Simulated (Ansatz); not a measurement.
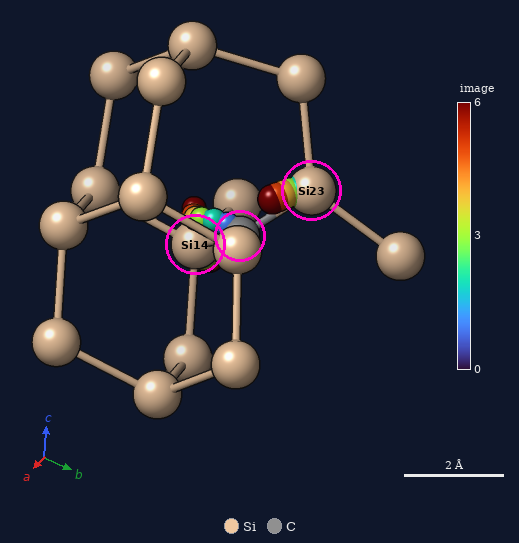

A search for the minimum-energy path of a defect cell of composition Si32C (33 atoms in the cell) by the nudged elastic band. Images are numbered from 0 (start) to 6 (end). The start is drawn whole; smaller spheres mark the moving atoms (Si, C) in the later images, joined by lines and coloured by the number of the image. Style: ball-and-stick. Shown: the atoms within 4.3 Å of the middle of the path, slightly off an axis. The atoms that move most are ringed. Bonds to atoms that aren't drawn are left out.

All numbers below come from Ansatz, DFT PBE, scalar-relativistic, plane waves, PAW. Settings: plane-wave cutoff 420 eV; k-point mesh 2 × 2 × 2; Gaussian smearing 0.02 eV; 5 movable images; climbing image.

**What moves, how far, and at what cost in energy?**

The C atom travels furthest, 1.43 Å from end to end, along [−3 −3 −1], on a path that bends up to 0.43 Å away from the straight line. It doesn't move alone: Si (0.85 Å), Si (0.86 Å) move with it. Breaking: C–Si (1.82 → 3.27 Å). Forming: Si–Si (2.88 → 2.33 Å), C–Si (3.33 → 1.82 Å). The barrier is about 0.59 eV in both directions, with image 3 at the top; the ends have the same energy. The band is converged.
